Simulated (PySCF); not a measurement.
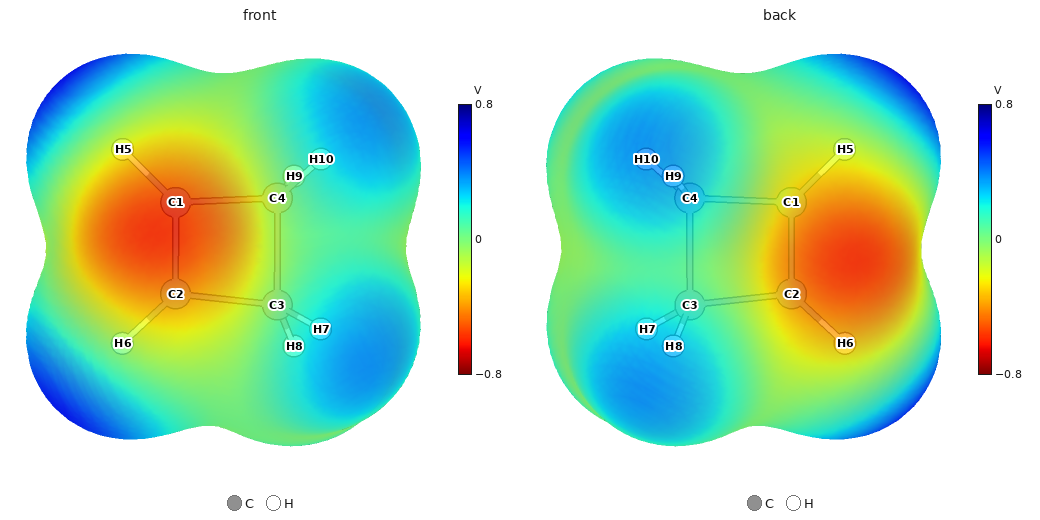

Figure. C4H6 (Cyclobutene). The electrostatic potential painted on the density surface at 0.001 e/bohr³, seen from the front and from behind; the colour scale runs from red (negative) to blue (positive).

Geometry: PBE0-D3(BJ)/def2-TZVP.

Method: PBE0/aug-cc-pVTZ, SCF density, gas phase in PySCF 2.14.0.

Input

```
{"job": {"kind": "uv", "xc": "PBE0", "basis": "aug-cc-pVTZ", "ip": false, "dynamic": true}, "charge": 0, "multiplicity": 1}
C      0.967252     0.446251    -0.412590
C     -0.025404     1.122891     0.167432
C     -0.868664    -0.102779     0.413171
C      0.290716    -0.893327    -0.265367
H      1.918940     0.737751    -0.842161
H     -0.183275     2.172211     0.389018
H     -1.044550    -0.356904     1.461927
H     -1.822115    -0.140156    -0.120435
H      0.020222    -1.394717    -1.198663
H      0.795333    -1.614062     0.383781
```

Command:

```sh
OMP_NUM_THREADS=1 python probes_run.py task.json out
```

Q: Which sites attract a positive test charge, and which a negative one?

A: A positive charge is drawn to the negative regions and a negative charge to the positive ones. The most negative region (about −0.6 V) lies over the π face of C1 and C2, the most positive (about +0.6 V) over H5 and H6.

Q: How polar is the molecule by this calculation?

A: Its dipole moment is 0.16 D.
